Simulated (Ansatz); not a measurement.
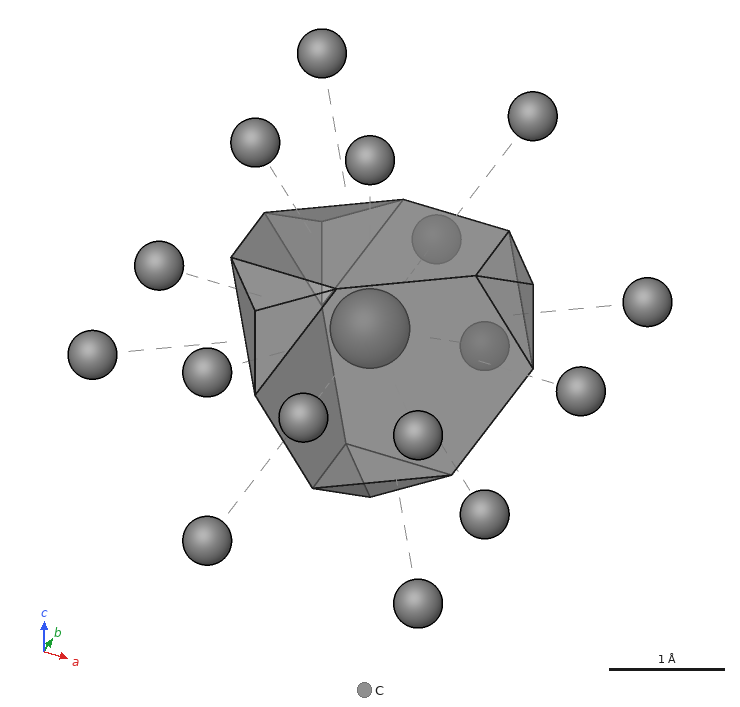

The polyhedron is the computed Voronoi (Dirichlet) cell of the central atom: each face lies in the plane that bisects the line to a neighbour. Central atom: C2 (4f) in C; faces take the colour of the neighbour behind them. The structure is a calculation's input; it may be strained or unrelaxed.

C, space group P6_3/mmc (No. 194), a = 2.522 Å, b = 2.522 Å, c = 12.356 Å, α = 90.00°, β = 90.00°, γ = 120.00°

```
site  Wyckoff       x       y       z
  C1       4e  0.0000  0.0000  0.1875
  C2       4f  0.3333  0.6667  0.5208
  C3       4f  0.3333  0.6667  0.6458
```

What is the volume of this Voronoi cell?

5.7 Å³, equal to the mean volume per atom.

How many faces does the cell have, and of which kinds?

16 faces, index ⟨12,0,0,4⟩: a triakis truncated tetrahedron, as in the diamond structure.

Tabulate the neighbours by distance and solid angle.

```csv
neighbour,faces,distance (Å),solid angle (% of sphere)
C,4,1.54,88.1
C,12,2.52,11.9
```
